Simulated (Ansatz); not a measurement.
## Geometry relaxation of In₉P₁₀ (part 3 of 3)

The same run, continued: In₉P₁₀ (slab, 19 atoms in the cell); DFT PBEsol, scalar-relativistic, plane waves, PAW, no spin polarisation (Ansatz 0.2.0); cutoff 420 eV, 7×6×1 k-mesh, Gaussian smearing of 0.05 eV. The structure derives from an entry of the Crystallography Open Database. It belongs to a series of runs on one base structure; here: (2 1 0) slab, atoms relaxed.

Geometry of the input (Å; fractional positions):
```
5.8782  0.0000  0.0000
-2.9391  6.5720  0.0000
0.0000  0.0000  26.8296
P  0.1000  0.7000  0.2795
In 0.7000  0.4000  0.3040
P  0.8000  0.1000  0.3285
In 0.4000  0.8000  0.3530
P  0.5000  0.5000  0.3775
In 0.1000  0.2000  0.4020
P  0.2000  0.9000  0.4265
In 0.8000  0.6000  0.4510
P  0.9000  0.3000  0.4755
In 0.5000  0.0000  0.5000
P  0.6000  0.7000  0.5245
In 0.2000  0.4000  0.5490
P  0.3000  0.1000  0.5735
In 0.9000  0.8000  0.5980
P  -0.0000  0.5000  0.6225
In 0.6000  0.2000  0.6470
P  0.7000  0.9000  0.6715
In 0.3000  0.6000  0.6960
P  0.4000  0.3000  0.7205
```

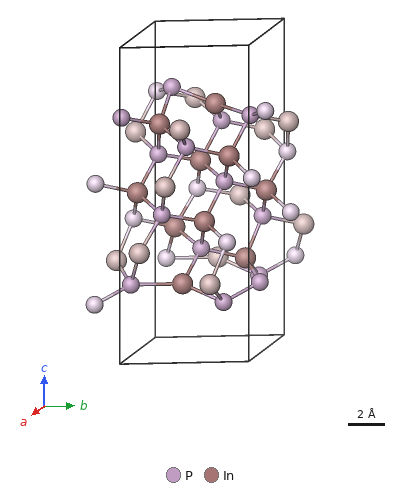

Fig. 1: The geometry at step 8 of the log (ball-and-stick view of the cell of the calculation, with the vacuum cut short, seen slightly off an axis; neighbours outside the cell are drawn fainter).

Trajectory as extended XYZ, continued
```
19
Lattice="5.8782 0.0000 0.0000 -2.9391 6.5720 0.0000 0.0000 0.0000 26.8296" Properties=species:S:1:pos:R:3:forces:R:3 step=2 energy=-57125.93305
P    -1.5133    4.6479    7.4536   -0.3963   0.1811  -0.1016
In    3.0780    2.6841    8.2822    0.8185   0.2806   0.6746
P     4.4329    0.5843    8.7625    0.1483  -0.2469  -0.2621
In   -0.0394    5.2466    9.4449   -0.2100   0.0177  -0.1757
P     1.4352    3.2741   10.1314   -0.0874  -0.0875  -0.0435
In   -0.0311    1.3065   10.7697   -0.2140  -0.1436  -0.1264
P    -1.4823    5.9180   11.4505   -0.0140   0.0203   0.0281
In    2.9461    3.9426   12.0945   -0.0119  -0.0047  -0.0132
P     4.4042    1.9734   12.7713   -0.0169  -0.0039   0.0112
In    2.9303    0.0000   13.4148   -0.0327  -0.0002   0.0000
P     1.4651    4.5986   14.0584   -0.0169   0.0041  -0.0112
In    0.0070    2.6293   14.7351   -0.0121   0.0048   0.0135
P     1.4568    0.6541   15.3791   -0.0140  -0.0203  -0.0281
In    2.9080    5.2655   16.0599   -0.2139   0.1436   0.1265
P    -1.5039    3.2980   16.6982   -0.0872   0.0874   0.0433
In    2.8997    1.3253   17.3846   -0.2095  -0.0174   0.1757
P     1.4939    5.9878   18.0672    0.1481   0.2466   0.2617
In    0.1390    3.8879   18.5475    0.8188  -0.2799  -0.6743
P     1.4257    1.9240   19.3760   -0.3966  -0.1819   0.1016
19
Lattice="5.8782 0.0000 0.0000 -2.9391 6.5720 0.0000 0.0000 0.0000 26.8296" Properties=species:S:1:pos:R:3:forces:R:3 step=3 energy=-57126.44044
P    -1.5883    4.7147    7.4466   -0.3215   0.2368   0.0176
In    3.2169    2.7210    8.4139    0.4286   0.0673   0.3827
P     4.4739    0.5325    8.7135    0.1289  -0.1342  -0.1835
In   -0.0701    5.2512    9.4151   -0.0473   0.0232  -0.1117
P     1.4149    3.2624   10.1315   -0.0414  -0.0328  -0.0123
In   -0.0640    1.2757   10.7448   -0.0666  -0.1253  -0.0436
P    -1.4851    5.9170   11.4488    0.0049  -0.0019   0.0206
In    2.9355    3.9413   12.0924   -0.0821  -0.0010   0.0110
P     4.3992    1.9702   12.7639    0.0149  -0.0032  -0.0174
In    2.9249    0.0000   13.4148   -0.0369   0.0003   0.0001
P     1.4601    4.6019   14.0657    0.0151   0.0025   0.0175
In   -0.0036    2.6307   14.7373   -0.0819   0.0011  -0.0109
P     1.4540    0.6551   15.3808    0.0046   0.0016  -0.0205
In    2.8752    5.2962   16.0848   -0.0664   0.1258   0.0432
P    -1.5241    3.3096   16.6982   -0.0417   0.0320   0.0125
In    2.8691    1.3208   17.4145   -0.0471  -0.0222   0.1112
P     1.5348    6.0396   18.1160    0.1286   0.1344   0.1831
In    0.2779    3.8510   18.4158    0.4294  -0.0672  -0.3819
P     1.3506    1.8571   19.3830   -0.3226  -0.2372  -0.0177
19
Lattice="5.8782 0.0000 0.0000 -2.9391 6.5720 0.0000 0.0000 0.0000 26.8296" Properties=species:S:1:pos:R:3:forces:R:3 step=5 energy=-57126.94039
P    -1.8732    4.9397    7.5827   -0.1833   0.1565   0.1739
In    3.4021    2.7526    8.5976    0.0012   0.0243  -0.0810
P     4.6019    0.4613    8.6158    0.1004  -0.0795  -0.0009
In   -0.0657    5.2887    9.3698    0.0350   0.0035  -0.0292
P     1.3943    3.2418   10.1318    0.0005  -0.0221  -0.0093
In   -0.0539    1.1990   10.7250    0.0441  -0.0062   0.0487
P    -1.4618    5.8804   11.4560    0.0361  -0.0198   0.0054
In    2.8929    3.9357   12.1089   -0.0391   0.0016   0.0076
P     4.3970    1.9597   12.7236    0.0084  -0.0095  -0.0318
In    2.9258   -0.0001   13.4149   -0.0056  -0.0001  -0.0002
P     1.4580    4.6118   14.1061    0.0087   0.0089   0.0328
In   -0.0463    2.6361   14.7208   -0.0391  -0.0023  -0.0078
P     1.4771    0.6914   15.3736    0.0369   0.0197  -0.0050
In    2.8851    5.3731   16.1045    0.0433   0.0067  -0.0489
P    -1.5448    3.3302   16.6980    0.0001   0.0217   0.0085
In    2.8732    1.2839   17.4596    0.0352  -0.0030   0.0284
P     1.6625    6.1112   18.2135    0.1003   0.0807   0.0008
In    0.4631    3.8197   18.2325    0.0012  -0.0258   0.0821
P     1.0646    1.6318   19.2465   -0.1843  -0.1553  -0.1741
19
Lattice="5.8782 0.0000 0.0000 -2.9391 6.5720 0.0000 0.0000 0.0000 26.8296" Properties=species:S:1:pos:R:3:forces:R:3 step=6 energy=-57127.06451
P    -2.0003    5.0562    7.6736   -0.1272   0.1446   0.0846
In    3.4281    2.7633    8.5964   -0.0284   0.0764  -0.0584
P     4.6591    0.4294    8.6079    0.1342  -0.1220   0.0164
In   -0.0559    5.2964    9.3619   -0.0281  -0.0011   0.0118
P     1.3938    3.2314   10.1230   -0.0007  -0.0348  -0.0160
In   -0.0308    1.1834   10.7401    0.0259   0.0117   0.0421
P    -1.4435    5.8637   11.4627    0.0269  -0.0111   0.0030
In    2.8810    3.9337   12.1104    0.0014  -0.0021  -0.0138
P     4.3992    1.9585   12.7140   -0.0101  -0.0087  -0.0199
In    2.9327   -0.0004   13.4149    0.0137  -0.0006  -0.0005
P     1.4602    4.6126   14.1160   -0.0101   0.0082   0.0204
In   -0.0582    2.6376   14.7193    0.0016   0.0013   0.0130
P     1.4957    0.7080   15.3670    0.0272   0.0110  -0.0020
In    2.9079    5.3889   16.0895    0.0254  -0.0106  -0.0420
P    -1.5455    3.3406   16.7063   -0.0001   0.0345   0.0165
In    2.8829    1.2767   17.4673   -0.0290   0.0020  -0.0126
P     1.7194    6.1436   18.2214    0.1332   0.1219  -0.0174
In    0.4889    3.8089   18.2340   -0.0292  -0.0764   0.0587
P     0.9371    1.5156   19.1556   -0.1270  -0.1443  -0.0839
19
Lattice="5.8782 0.0000 0.0000 -2.9391 6.5720 0.0000 0.0000 0.0000 26.8296" Properties=species:S:1:pos:R:3:forces:R:3 step=7 energy=-57127.20885
P    -2.1221    5.1888    7.7381   -0.1439   0.2532   0.0095
In    3.4418    2.7950    8.5742   -0.0329   0.1159  -0.0141
P     4.7381    0.3718    8.6138    0.1805  -0.2812  -0.0034
In   -0.0647    5.3011    9.3618   -0.0204   0.0102  -0.0117
P     1.3918    3.2178   10.1088   -0.0397  -0.0405   0.0065
In   -0.0077    1.1719   10.7640    0.0174   0.0384   0.0190
P    -1.4258    5.8517   11.4719    0.0310  -0.0150   0.0536
In    2.8751    3.9309   12.1039   -0.0048   0.0015  -0.0175
P     4.3994    1.9575   12.7077    0.0100   0.0106   0.0247
In    2.9440   -0.0007   13.4148    0.0080   0.0001  -0.0005
P     1.4606    4.6130   14.1224    0.0118  -0.0109  -0.0215
In   -0.0640    2.6398   14.7256   -0.0053  -0.0020   0.0162
P     1.5137    0.7197   15.3579    0.0310   0.0157  -0.0542
In    2.9307    5.4008   16.0655    0.0164  -0.0383  -0.0207
P    -1.5473    3.3543   16.7205   -0.0376   0.0406  -0.0056
In    2.8735    1.2727   17.4672   -0.0222  -0.0089   0.0115
P     1.7974    6.2014   18.2149    0.1757   0.2792   0.0012
In    0.5020    3.7773   18.2566   -0.0329  -0.1155   0.0147
P     0.8152    1.3833   19.0916   -0.1420  -0.2530  -0.0079
19
Lattice="5.8782 0.0000 0.0000 -2.9391 6.5720 0.0000 0.0000 0.0000 26.8296" Properties=species:S:1:pos:R:3:forces:R:3 step=8 energy=-57127.48965
P    -2.2346    5.3388    7.7784   -0.2282   0.3892  -0.0349
In    3.4441    2.8469    8.5513   -0.0423   0.2027  -0.0016
P     4.8251    0.2810    8.6186    0.3590  -0.4375   0.0056
In   -0.0733    5.3055    9.3555   -0.0935  -0.0358   0.0162
P     1.3808    3.2064   10.1002   -0.0798  -0.0408   0.0328
In    0.0123    1.1582   10.7841    0.0237   0.0416  -0.0038
P    -1.4060    5.8393   11.4863    0.0277  -0.0138   0.0302
In    2.8673    3.9278   12.0967    0.0234  -0.0103  -0.0443
P     4.4041    1.9596   12.7060   -0.0092  -0.0007   0.0000
In    2.9587   -0.0010   13.4147    0.0403  -0.0007  -0.0001
P     1.4656    4.6105   14.1246   -0.0073   0.0028   0.0000
In   -0.0718    2.6426   14.7325    0.0224   0.0100   0.0452
P     1.5335    0.7321   15.3434    0.0250   0.0146  -0.0328
In    2.9505    5.4147   16.0451    0.0254  -0.0419   0.0037
P    -1.5579    3.3659   16.7292   -0.0771   0.0449  -0.0340
In    2.8640    1.2693   17.4732   -0.0953   0.0357  -0.0150
P     1.8824    6.2918   18.2091    0.3540   0.4314  -0.0048
In    0.5040    3.7254   18.2802   -0.0411  -0.2041   0.0018
P     0.7030    1.2335   19.0522   -0.2264  -0.3873   0.0357
19
Lattice="5.8782 0.0000 0.0000 -2.9391 6.5720 0.0000 0.0000 0.0000 26.8296" Properties=species:S:1:pos:R:3:forces:R:3 step=9 energy=-57127.69231
P    -2.3323    5.4830    7.7827    0.5224  -0.2963  -0.3805
In    3.4278    2.9053    8.5378    0.0364   0.1929  -0.0717
P     4.9503    0.1316    8.6162   -0.4728   0.2601   0.5071
In   -0.0920    5.2964    9.3526   -0.0827  -0.1356  -0.0211
P     1.3578    3.1954   10.1054   -0.0737   0.1217   0.0385
In    0.0255    1.1493   10.7947    0.0202  -0.0076  -0.0123
P    -1.3914    5.8326   11.4983   -0.0133   0.0063  -0.0066
In    2.8618    3.9257   12.0876    0.0086  -0.0274  -0.0300
P     4.4063    1.9604   12.7025   -0.0046  -0.0041  -0.0314
In    2.9704   -0.0010   13.4145    0.1032  -0.0018   0.0144
P     1.4684    4.6101   14.1286   -0.0059   0.0075   0.0037
In   -0.0774    2.6449   14.7414    0.0097   0.0263   0.0567
P     1.5477    0.7391   15.3309   -0.0183  -0.0037  -0.0203
In    2.9638    5.4238   16.0345    0.0301   0.0050   0.0312
P    -1.5800    3.3776   16.7240   -0.0847  -0.1205  -0.0618
In    2.8449    1.2785   17.4760   -0.0677   0.1351   0.0267
P     2.0059    6.4394   18.2113   -0.4379  -0.2291  -0.4775
In    0.4884    3.6665   18.2937    0.0499  -0.1967   0.0848
P     0.6060    1.0892   19.0486    0.4808   0.2689   0.3501
19
Lattice="5.8782 0.0000 0.0000 -2.9391 6.5720 0.0000 0.0000 0.0000 26.8296" Properties=species:S:1:pos:R:3:forces:R:3 step=11 energy=-57127.81227
P    -2.3245    5.6305    7.7146   -0.0365   0.0150   0.0468
In    3.3827    3.1063    8.4840    0.0380   0.0251  -0.0157
P     4.8852    0.2339    8.6772    0.0636  -0.0219  -0.0502
In   -0.1316    5.3437    9.3446   -0.0341  -0.0203  -0.0120
P     1.3500    3.2802   10.0977   -0.0076   0.0248   0.0242
In    0.0661    1.1998   10.7968    0.0004   0.0044   0.0130
P    -1.3737    5.8754   11.5125   -0.0397  -0.0381   0.0000
In    2.8862    3.9519   12.0802   -0.0081   0.0104  -0.0001
P     4.4311    1.9859   12.6909    0.0051   0.0078   0.0368
In    3.0396   -0.0008   13.4154    0.0418   0.0024  -0.0034
P     1.4937    4.5865   14.1383    0.0058  -0.0101  -0.0273
In   -0.0532    2.6206   14.7517   -0.0092  -0.0096  -0.0091
P     1.5632    0.6969   15.3132   -0.0381   0.0374   0.0073
In    3.0060    5.3725   16.0359   -0.0018  -0.0085  -0.0157
P    -1.5858    3.2925   16.7306   -0.0051  -0.0253  -0.0169
In    2.8097    1.2307   17.4809   -0.0385   0.0218   0.0072
P     1.9436    6.3372   18.1533    0.0561   0.0200   0.0468
In    0.4499    3.4659   18.3515    0.0369  -0.0237   0.0119
P     0.6136    0.9386   19.1121   -0.0292  -0.0117  -0.0439
19
Lattice="5.8782 0.0000 0.0000 -2.9391 6.5720 0.0000 0.0000 0.0000 26.8296" Properties=species:S:1:pos:R:3:forces:R:3 step=12 energy=-57127.81410
P    -2.3299    5.6447    7.7223    0.0264  -0.0149  -0.0376
In    3.3966    3.1226    8.4905   -0.0038  -0.0099  -0.0003
P     4.8903    0.2357    8.6778   -0.0325   0.0173   0.0260
In   -0.1390    5.3450    9.3446    0.0139   0.0020   0.0087
P     1.3511    3.2883   10.1005   -0.0055  -0.0053  -0.0026
In    0.0676    1.2051   10.8014    0.0016   0.0099   0.0039
P    -1.3806    5.8724   11.5160    0.0128   0.0102   0.0068
In    2.8837    3.9522   12.0815   -0.0076  -0.0041  -0.0035
P     4.4297    1.9889   12.6958   -0.0039  -0.0080  -0.0165
In    3.0431   -0.0010   13.4156   -0.0046   0.0001   0.0020
P     1.4924    4.5824   14.1345   -0.0035   0.0085   0.0130
In   -0.0559    2.6197   14.7499   -0.0072   0.0039   0.0050
P     1.5556    0.6988   15.3102    0.0127  -0.0113  -0.0107
In    3.0073    5.3657   16.0319    0.0030  -0.0110  -0.0024
P    -1.5837    3.2841   16.7291   -0.0066   0.0076   0.0019
In    2.8012    1.2303   17.4799    0.0145  -0.0018  -0.0075
P     1.9478    6.3364   18.1520   -0.0329  -0.0178  -0.0246
In    0.4658    3.4512   18.3441   -0.0033   0.0108   0.0019
P     0.6087    0.9256   19.1038    0.0266   0.0137   0.0366
19
Lattice="5.8782 0.0000 0.0000 -2.9391 6.5720 0.0000 0.0000 0.0000 26.8296" Properties=species:S:1:pos:R:3:forces:R:3 step=13 energy=-57127.81457
P    -2.3264    5.6414    7.7168    0.0012   0.0009   0.0037
In    3.3950    3.1192    8.4868   -0.0001  -0.0015   0.0012
P     4.8908    0.2360    8.6769   -0.0040  -0.0008   0.0033
In   -0.1367    5.3457    9.3456    0.0006   0.0016  -0.0019
P     1.3506    3.2872   10.0989    0.0017   0.0002  -0.0011
In    0.0674    1.2054   10.8011    0.0028   0.0006  -0.0009
P    -1.3801    5.8730   11.5162   -0.0008   0.0003  -0.0025
In    2.8815    3.9525   12.0811   -0.0029   0.0000  -0.0022
P     4.4282    1.9885   12.6938   -0.0004  -0.0002  -0.0027
In    3.0423   -0.0010   13.4156    0.0031   0.0001   0.0006
P     1.4909    4.5830   14.1361   -0.0001   0.0002   0.0020
In   -0.0581    2.6195   14.7502   -0.0028   0.0002   0.0029
P     1.5561    0.6982   15.3096   -0.0011  -0.0002   0.0018
In    3.0070    5.3654   16.0322    0.0027  -0.0012   0.0017
P    -1.5842    3.2855   16.7309    0.0015  -0.0003   0.0004
In    2.8035    1.2296   17.4789    0.0009  -0.0013   0.0017
P     1.9480    6.3358   18.1530   -0.0039   0.0011  -0.0030
In    0.4640    3.4546   18.3484    0.0005   0.0020  -0.0006
P     0.6121    0.9286   19.1093    0.0010  -0.0016  -0.0043
```

Summary

```csv
quantity,value
outcome,converged
electrons treated,167
free energy,−57127.8146 eV
"work function, top face",4.92 eV
"work function, bottom face",4.88 eV
Fermi energy,0.578 eV
gap on the k-point mesh,none (metallic)
final volume,1036.47 Å³
work function (upper face),4.92 eV
largest force (length of the vector) at the end,0.005 eV/Å
hardware,"2 threads of Intel Xeon @ 2.50GHz (Skylake/Cascade Lake), 192 GiB of memory available, shared host"
wall time,53 min (CPU time 1.7 h)
peak memory,2.7 GiB
```

Remarks

Warnings of the run: the exchange-correlation potential is rough where the density is thin.
